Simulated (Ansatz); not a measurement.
# Geometry relaxation, with input and output: SiO2 (part 2 of 2)

Continued. System: SiO2 (I-42d, 6 atoms in the cell). Method: DFT LDA, scalar-relativistic, plane waves, PAW, no spin polarisation (Ansatz 0.2.0); cutoff 420 eV, 6×6×6 k-mesh, Gaussian smearing of 0.02 eV. The structure derives from a Materials Project entry.

Geometry of the input (Å; fractional positions):
```
-2.4773  2.4773  3.6557
2.4773  -2.4773  3.6557
2.4773  2.4773  -3.6557
Si 0.0000  0.0000  0.0000
Si 0.7500  0.2500  0.5000
O  0.3750  0.2218  0.3468
O  0.9718  0.6250  0.8468
O  0.7782  0.1250  0.1532
O  0.8750  0.0282  0.6532
```

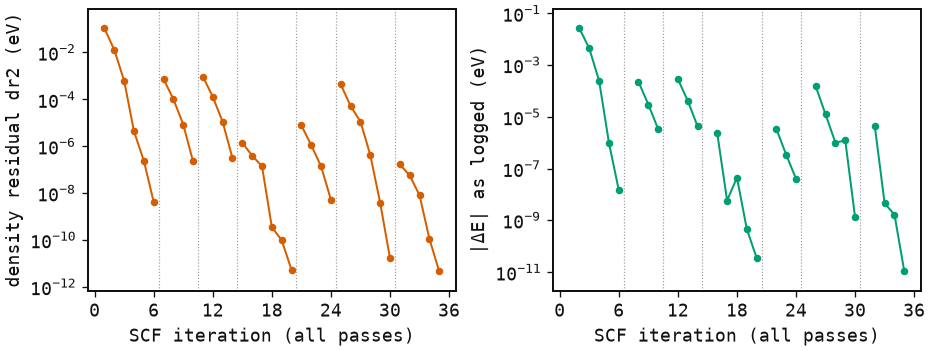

Convergence of the self-consistent field: density residual dr2 and size of the energy change against the SCF iteration. The dotted lines part the SCF passes of the relaxation: geometry steps, rejected trials and re-solves on a re-selected basis. The 7 passes take 4 to 6 iterations each, 35 in all.

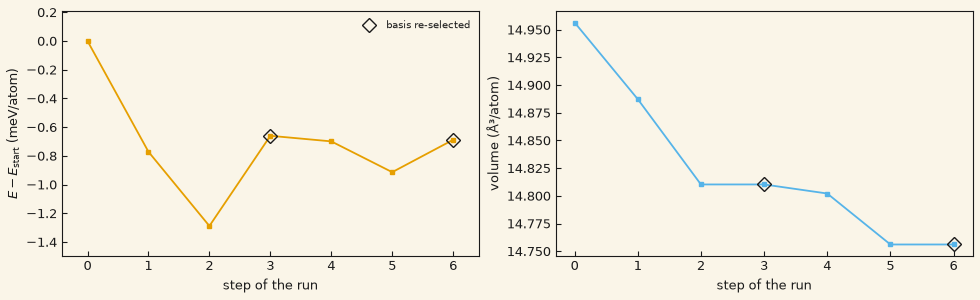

Progress of the relaxation, step by step (the first geometry is step 0 here and step 1 in the log).

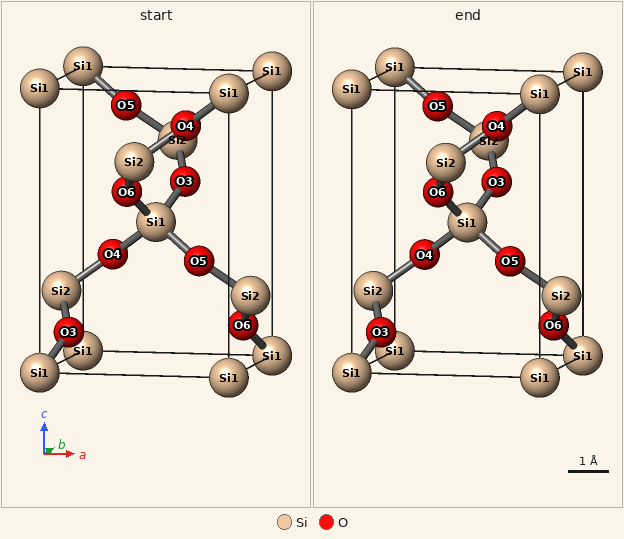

Before (left) and after (right) the relaxation, at one scale (ball-and-stick view of the cell 2 times as large as that of the calculation, set on its symmetry axes, seen slightly off an axis). Over 4 geometry steps the energy falls by 0.9 meV per atom. The largest force component goes from 0.094 to 0.0023 eV/Å. Pressure: −1.52 GPa at the start and 0.00 GPa at the end. 1 further SCF at an unchanged geometry re-selected the plane-wave basis for the new cell. The largest moves relative to the cell, 0.009 Å, are those of O3, O4, O5 and O6. Si stays in place. Cell: a = b 4.955 → 4.929 Å (−0.5 %), c 7.311 → 7.289 Å (−0.3 %). Volume −1.3 %. Among the contacts that change: Si1–O3 1.612 → 1.608 Å. The space group stays I-42d (No. 122). The energy change given includes the shifts at the re-selections in mid-walk, which come without any move. A last SCF at the same geometry on a re-selected plane-wave basis shifts the energy by +0.2 meV per atom. (Atoms are counted from 1 in the order of the input.)

```
basis re-selected at this cell: Δ(F+E_penalty+E_count) = +1.352e-3 eV, ΔP = -0.014 GPa vs the last step (what re-selecting the basis moved, of the pressure what is left beyond the Pulay correction that the steps carried, after the strain that the cell walked since its last selection, with what the two solves' SCF thresholds leave and, on support functions, any second-order correction that the steps lacked; it is no measure of the basis error at this ecutwfc). This SCF's stress stands 3.62e-2 GPa from its target on what of the cell is left free (relax.cell.stress_tol is 5.00e-2 GPa) and its largest allowed force component is 2.28e-3 eV/Å (relax.f_tol is 5.00e-3 eV/Å): within both
SCF converged after 5 iterations
Free energy (F): -3445.373729 eV
Harris-Foulkes:  -3445.373729 eV  (|F-HF|=1.82e-12)
Internal energy: -3445.373729 eV  (E = F + TS)
E sigma→0 (E₀):  -3445.373729 eV
Fermi energy:    3.427110 eV
--- Per-component energies (eV) ---
  E_band       = -195.117761
  E_kinetic    = 801.545461
  E_local      = -2334.155656  (includes V_loc(G=0)·N_el)
  E_nonlocal   = 251.307100
  E_hartree    = 857.613022
  E_xc         = -401.527048
  E_vxc        = -469.868414  (∫ρ·V_xc dr)
  E_paw        = -1566.253736  (= ΣΔE_a)
  E_vpaw       = -159.182899  (= ΣTr[D̂ρ^β])
  E_aug_tail   = 0.010657  (compensation charges beyond the density's cutoff)
  E_ewald      = -1054.469877
  E_core_change = 0.556347  (= ΣΔE_core)
  E_smearing   = -0.000000  (= −TS)
  E_closure    = 0.000000  (closes the sum)
  Σ components = -3445.373729   (vs F -3445.373729, Δ=0.00e0)
--- Forces (eV/Å), atoms counted from 1 ---
  atom   1  Si     0.00000000     0.00000000    -0.00000000
  atom   2  Si    -0.00000000     0.00000000     0.00000000
  atom   3  O      0.00227690    -0.00000000     0.00000000
  atom   4  O      0.00000000     0.00227690     0.00000000
  atom   5  O      0.00000000    -0.00227690    -0.00000000
  atom   6  O     -0.00227690    -0.00000000     0.00000000
  max |Σ_I F_I| component: 8.33e-17 eV/Å
--- Stress (GPa, compression-positive) ---
        0.011850      -0.000000       0.000000
        0.000000       0.011850      -0.000000
        0.000000      -0.000000      -0.036154
  P = ⅓ Tr σ = -0.0042 GPa (-0.042 kbar)
--- Band table (eV; the first three rows and the last of 30) ---
  k-point 0: bands = ["-18.4607", "-16.2761", "-16.2761", "-16.2139", "-8.7114", "-5.0264", "-5.0264", "-4.7512", "-2.0397", "-1.6034", "-1.0731", "-1.0731", "-1.0156", "-0.1554", "0.5477", "0.5477", "6.3065", "9.1832", "11.1172", "11.1172", "11.2267", "12.2765"]
  k-point 1: bands = ["-18.3435", "-16.4699", "-16.2840", "-16.2294", "-8.4215", "-5.2589", "-4.8855", "-4.6093", "-2.1191", "-1.5067", "-1.3861", "-1.1235", "-1.0862", "-0.1161", "0.4664", "0.4712", "6.8844", "9.5360", "10.4399", "10.8500", "11.8994", "11.9023"]
  k-point 2: bands = ["-18.0093", "-16.9463", "-16.2965", "-16.2646", "-7.6728", "-5.8470", "-4.5572", "-4.3868", "-2.2713", "-1.8803", "-1.4445", "-1.4249", "-0.9067", "-0.1343", "0.2825", "0.3177", "8.2281", "10.0441", "10.2295", "10.6337", "11.7890", "11.9602"]
  k-point 29: bands = ["-17.5026", "-17.5026", "-16.3142", "-16.3142", "-6.5312", "-6.5312", "-4.4226", "-4.4226", "-2.0089", "-2.0089", "-1.5780", "-1.5780", "-0.9506", "-0.9506", "0.2333", "0.2333", "9.2808", "9.2808", "10.6114", "10.6114", "12.1710", "12.1710"]
--- Relaxed structure (5 steps of the walk, 5 accepted, 2 SCFs on fresh bases) ---
  F+E_penalty+E_count = -3445.37372901 eV   max|allowed force component| = 2.277e-3 eV/Å   (the final SCF, on the basis selected at the relaxed cell)
  cell:  # Å, volume = 88.5369 Å³
    - [-2.464443377390364, 2.464443377390364, 3.6444030391816216]
    - [2.464443377390364, -2.464443377390364, 3.6444030391816216]
    - [2.464443377390364, 2.464443377390364, -3.6444030391816216]
  atoms:
    - { symbol: Si, position: [5.470705740859272e-21, 5.470705740859264e-21, 1.0941411481718536e-20] }
    - { symbol: Si, position: [0.75, 0.25000000000000006, 0.5] }
    - { symbol: O, position: [0.375, 0.22354675269349228, 0.3485467526934922] }
    - { symbol: O, position: [0.9735467526934921, 0.625, 0.8485467526934921] }
    - { symbol: O, position: [0.7764532473065079, 0.125, 0.15145324730650778] }
    - { symbol: O, position: [0.8749999999999999, 0.02645324730650782, 0.6514532473065077] }
```

Trajectory as extended XYZ (Å, eV, eV/Å), 7 frames, from step=1 to step=7
```
6
Lattice="-2.4773 2.4773 3.6557 2.4773 -2.4773 3.6557 2.4773 2.4773 -3.6557" Properties=species:S:1:pos:R:3:forces:R:3 step=1 energy=-3445.36960 pressure_GPa=-1.52
Si    0.0000    0.0000    0.0000    0.0000   0.0000   0.0000
Si    0.0000    2.4773    1.8278    0.0000   0.0000   0.0000
O     0.4795    1.2386    0.9139   -0.0940   0.0000   0.0000
O     1.2386    2.9568    2.7418    0.0000  -0.0940   0.0000
O    -1.2386    1.9978    2.7418    0.0000   0.0940   0.0000
O    -0.4795    3.7159    0.9139    0.0940   0.0000   0.0000
6
Lattice="-2.4735 2.4735 3.6499 2.4735 -2.4735 3.6499 2.4735 2.4735 -3.6499" Properties=species:S:1:pos:R:3:forces:R:3 step=2 energy=-3445.37423 pressure_GPa=-0.80
Si    0.0000    0.0000    0.0000    0.0000   0.0000   0.0000
Si    0.0000    2.4735    1.8249    0.0000   0.0000   0.0000
O     0.4796    1.2368    0.9125   -0.0485   0.0000   0.0000
O     1.2368    2.9531    2.7374    0.0000  -0.0485   0.0000
O    -1.2368    1.9939    2.7374    0.0000   0.0485   0.0000
O    -0.4796    3.7103    0.9125    0.0485   0.0000   0.0000
6
Lattice="-2.4693 2.4693 3.6434 2.4693 -2.4693 3.6434 2.4693 2.4693 -3.6434" Properties=species:S:1:pos:R:3:forces:R:3 step=3 energy=-3445.37733 pressure_GPa=0.01
Si    0.0000    0.0000    0.0000    0.0000   0.0000   0.0000
Si    0.0000    2.4693    1.8217    0.0000   0.0000   0.0000
O     0.4797    1.2347    0.9108    0.0029   0.0000   0.0000
O     1.2347    2.9490    2.7325    0.0000   0.0029   0.0000
O    -1.2347    1.9896    2.7325    0.0000  -0.0029   0.0000
O    -0.4797    3.7040    0.9108   -0.0029   0.0000   0.0000
6
Lattice="-2.4693 2.4693 3.6434 2.4693 -2.4693 3.6434 2.4693 2.4693 -3.6434" Properties=species:S:1:pos:R:3:forces:R:3 step=4 energy=-3445.37356 pressure_GPa=-0.06
Si    0.0000    0.0000    0.0000    0.0000   0.0000   0.0000
Si    0.0000    2.4693    1.8217    0.0000   0.0000   0.0000
O     0.4797    1.2347    0.9108    0.0029   0.0000   0.0000
O     1.2347    2.9490    2.7325    0.0000   0.0029   0.0000
O    -1.2347    1.9896    2.7325    0.0000  -0.0029   0.0000
O    -0.4797    3.7040    0.9108   -0.0029   0.0000   0.0000
6
Lattice="-2.4688 2.4688 3.6429 2.4688 -2.4688 3.6429 2.4688 2.4688 -3.6429" Properties=species:S:1:pos:R:3:forces:R:3 step=5 energy=-3445.37379 pressure_GPa=0.01
Si    0.0000    0.0000    0.0000    0.0000   0.0000   0.0000
Si    0.0000    2.4688    1.8215    0.0000   0.0000   0.0000
O     0.4800    1.2344    0.9107    0.0067   0.0000   0.0000
O     1.2344    2.9488    2.7322    0.0000   0.0067   0.0000
O    -1.2344    1.9888    2.7322    0.0000  -0.0067   0.0000
O    -0.4800    3.7032    0.9107   -0.0067   0.0000   0.0000
6
Lattice="-2.4644 2.4644 3.6444 2.4644 -2.4644 3.6444 2.4644 2.4644 -3.6444" Properties=species:S:1:pos:R:3:forces:R:3 step=6 energy=-3445.37508 pressure_GPa=0.01
Si    0.0000    0.0000    0.0000    0.0000   0.0000   0.0000
Si    0.0000    2.4644    1.8222    0.0000   0.0000   0.0000
O     0.4857    1.2322    0.9111    0.0023   0.0000   0.0000
O     1.2322    2.9502    2.7333    0.0000   0.0023   0.0000
O    -1.2322    1.9787    2.7333    0.0000  -0.0023   0.0000
O    -0.4857    3.6967    0.9111   -0.0023   0.0000   0.0000
6
Lattice="-2.4644 2.4644 3.6444 2.4644 -2.4644 3.6444 2.4644 2.4644 -3.6444" Properties=species:S:1:pos:R:3:forces:R:3 step=7 energy=-3445.37373 pressure_GPa=-0.00
Si    0.0000    0.0000    0.0000    0.0000   0.0000   0.0000
Si    0.0000    2.4644    1.8222    0.0000   0.0000   0.0000
O     0.4857    1.2322    0.9111    0.0023   0.0000   0.0000
O     1.2322    2.9502    2.7333    0.0000   0.0023   0.0000
O    -1.2322    1.9787    2.7333    0.0000  -0.0023   0.0000
O    -0.4857    3.6967    0.9111   -0.0023   0.0000   0.0000
```

Summary

```json
{"quantity": "outcome", "value": "converged"}
{"quantity": "space group (tolerance 0.01 Å)", "value": "I-42d (122)"}
{"quantity": "electrons treated", "value": "32"}
{"quantity": "free energy", "value": "−3445.3737 eV"}
{"quantity": "Fermi energy", "value": "3.427 eV"}
{"quantity": "gap on the k-point mesh", "value": "5.76 eV"}
{"quantity": "pressure", "value": "0.00 GPa"}
{"quantity": "final volume", "value": "88.54 Å³"}
{"quantity": "largest force (length of the vector) at the end", "value": "0.002 eV/Å"}
{"quantity": "final cell", "value": "a = 5.043 Å, b = 5.043 Å, c = 5.043 Å, α = 121.49°, β = 121.49°, γ = 87.44°"}
{"quantity": "wall time", "value": "51 s"}
{"quantity": "peak memory", "value": "0.4 GiB"}
```
